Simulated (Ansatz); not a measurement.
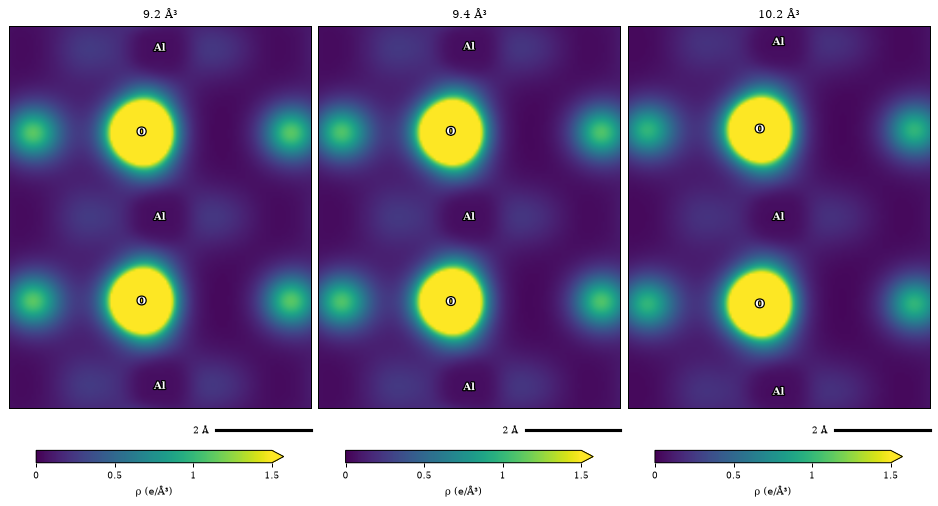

AlO$_{2}$. The valence charge density (pseudo) of cells scaled evenly to different volumes (given per atom above each panel), on the (100) plane of each (indices in the axes of the cell below), at one length scale and on one colour scale.

A structure from a database of computed crystals, not necessarily the ambient phase.

Method: Kohn-Sham DFT of a periodic cell, PBEsol, Ansatz PAW in Ansatz.

The density is the valence pseudo-density of a PAW calculation; it isn't the true density close to the nuclei.

The largest cell:

```
Al O
1.0
     1.50775   -5.47393    0.00000
     1.50775    5.47393    0.00000
     0.00000    0.00000    3.69460
Al O
2 4
Direct
  0.66813 0.33187 0.75000
  0.33187 0.66813 0.25000
  0.06107 0.93893 0.75000
  0.93893 0.06107 0.25000
  0.29418 0.70582 0.75000
  0.70582 0.29418 0.25000
```

| volume (Å³/atom) | Al–O contact in the plane (Å) | ρ at its midpoint (e/Å³) | pressure (GPa) | 
| --- | --- | --- | --- |
| 9.19 | 1.830 | 0.673 | 5.9 | 
| 9.38 | 1.843 | 0.657 | 1.6 | 
| 9.77 | 1.868 | ? | ? | 
| 10.16 | 1.893 | 0.597 | −12.0 | 

> Estimate the missing row, and compare with the calculation.

Over the known rows ln ρ falls by 1.91 per Å of Al–O distance (a least-squares line), which gives 0.626 e/Å³ at 1.868 Å; the calculation gives 0.626 e/Å³. For the pressure, a straight line in volume between the neighbouring rows gives −5.2 GPa; the calculation gives −5.9, lower because pressure rises ever faster on compression.
